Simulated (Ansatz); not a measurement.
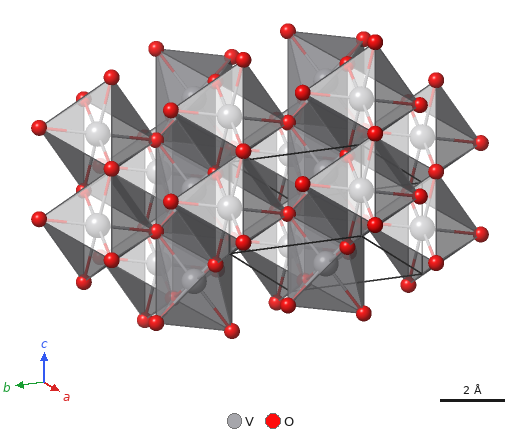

A crystal of VO$_{2}$ (a generated structure, set up in P4_2/mnm) (coarse preliminary run), before the relaxation. The picture is a polyhedral view of the cell of the calculation, repeated 1 × 2 × 2 with one cell outlined, seen from a free direction.

Case: Cr → V on all its sites, cell and atoms relaxed.

These are results of Ansatz 0.2.0, DFT PBE, scalar-relativistic, plane waves, PAW, not measurements.

The input:
```yaml
crystal:
  lattice:
    - [4.5876413675, 0.0, 0.0]
    - [0.0, 4.5876413675, 0.0]
    - [0.0, 0.0, 3.015138599]
  atoms:
    - { symbol: V, position: [0.0, 0.0, 0.5], spin: 0.98 }
    - { symbol: V, position: [0.5, 0.5, 0.0], spin: 0.98 }
    - { symbol: O, position: [0.1964084618, 0.1964084618, 0.0] }
    - { symbol: O, position: [0.3035915382, 0.6964084618, 0.5] }
    - { symbol: O, position: [0.8035915382, 0.8035915382, 0.0] }
    - { symbol: O, position: [0.6964084618, 0.3035915382, 0.5] }
basis:
  ecutwfc: 420
kpoints:
  mp_grid: { grid: [4, 4, 6] }
hamiltonian:
  xc: pbe
scf:
  occupations: { method: gaussian, width: 0.1 }
output:
  forces: true
  stress: true
  eigenvalues: true
  populations: true
magnetization:
  spin_polarized: true
relax:
  adjacent_minimum: "off"
  f_tol: 0.05
  max_steps: 60
  cell: { stress_tol: 0.5 }
```

Launched with:
```bash
ansatz run input.yaml --threads 1 --pin off --max-ram 2560MiB --backend cpu --events-out ev --progress --plain --runs-dir out
```

### Where does the relaxation end?

The largest moves relative to the cell, 0.024 Å, are those of O3, O4, O5 and O6. O5 goes along [−1 −1 0]. V stays in place. Cell: a = b 4.588 → 4.584 Å (−0.1 %), c 3.015 → 2.837 Å (−5.9 %). Volume −6.1 %. Among the contacts that change: V1–V1 3.015 → 2.837 Å, V1–O3 1.974 → 1.922 Å, V1–O4 1.970 → 1.944 Å. Among the angles between lasting bonds that change: O3–V1–O5 80.4° → 84.9°, O3–V1–O3 99.6° → 95.1°, V1–O3–V1 99.6° → 95.1°. The space group stays P4_2/mnm (No. 136). The energy falls by 49.2 meV per atom in 4 accepted moves (6 points after the start). The largest force component goes from 0.0074 to 0.00073 eV/Å. The pressure goes from −13.37 to 0.01 GPa. At 2 points the geometry stayed and the basis and grid were re-selected for the new cell (energy shift of 1.8 meV per atom at most each time).

After the run, drawn alike:

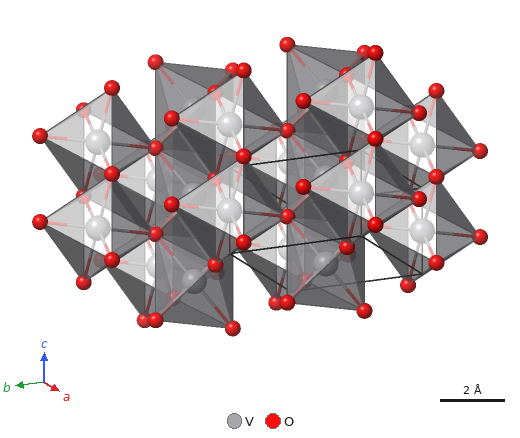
